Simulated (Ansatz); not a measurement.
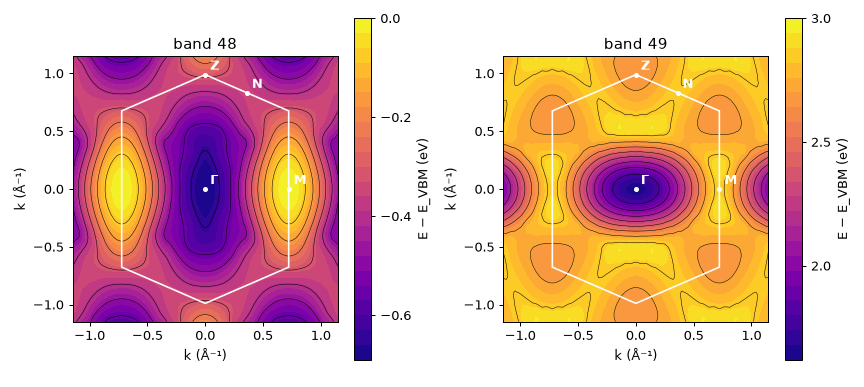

Two bands of TiO2 in space group I4/m over the plane through Γ, M and Z: the highest mostly filled and the lowest mostly empty one.

Computed with Ansatz 0.2.0, DFT PBE, scalar-relativistic, plane waves, PAW; levels and slopes on a dense k mesh at the converged density. No spin polarisation. The levels come from a k mesh of 16×16×16 points. Unrelaxed database geometry (residual pressure 3 GPa). The cell comes from a database of computed structures, not from a measurement.

> Give both levels and their distance at the named points.

```
point  lower band (eV)  upper band (eV)  distance (eV)
    Γ            −0.69             1.64           2.33
    M             0.00             2.88           2.88
    N            −0.36             2.85           3.21
```

> Where are the band edges of the whole zone?

The valence band has one maximum at M, principal masses 0.94, 0.94 and 4.09 mₑ; the conduction band has one minimum at Γ, principal masses 0.39, 0.99 and 0.99 mₑ. The gap is indirect, 1.64 eV at this level of theory, which underestimates gaps and can reorder valleys that lie close.

The mesh is coarse (steps of 0.11 Å⁻¹).
